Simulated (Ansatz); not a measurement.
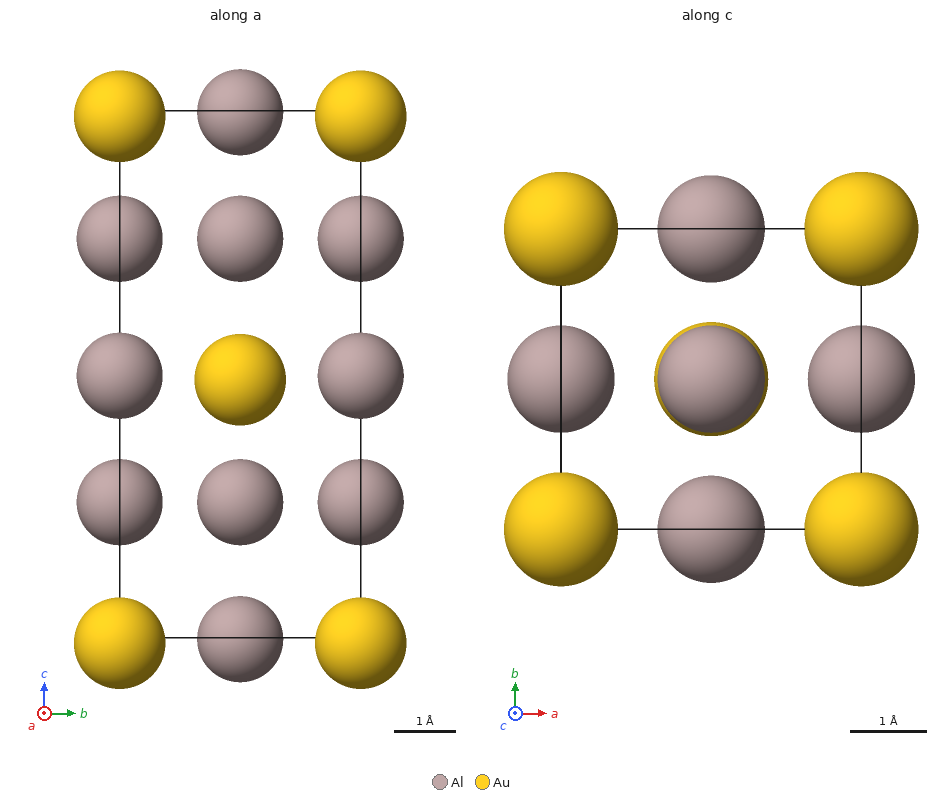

Shown here is a spheres-only view of the crystal, taken along the a axis and along the c axis. The box is the conventional unit cell; atoms on or close to its faces, edges and corners are drawn wherever they repeat.

Al₃Au, space group I4mm (No. 107), a = 3.99 Å, b = 3.99 Å, c = 8.73 Å, α = 90.00°, β = 90.00°, γ = 90.00°.

Level of theory: DFT PBE, scalar-relativistic, plane waves, PAW in Ansatz 0.2.0. Settings were an energy cutoff of 420 eV, k-points about 0.16 Å⁻¹ apart, Gaussian smearing of 0.1 eV, no spin polarisation.

Predict the gap.

Answer. A metal: bands cross the Fermi level.

What pressure does the calculation give for this cell?

Answer. The computed pressure is -2.0 GPa (stretched: it would shrink). The stress isn't hydrostatic: its largest component is 5.2 GPa.

The cell started as a structure listed in the Materials Project. The cell was then strained or its atoms displaced on purpose. An electronic-structure calculation with Ansatz was run on it.
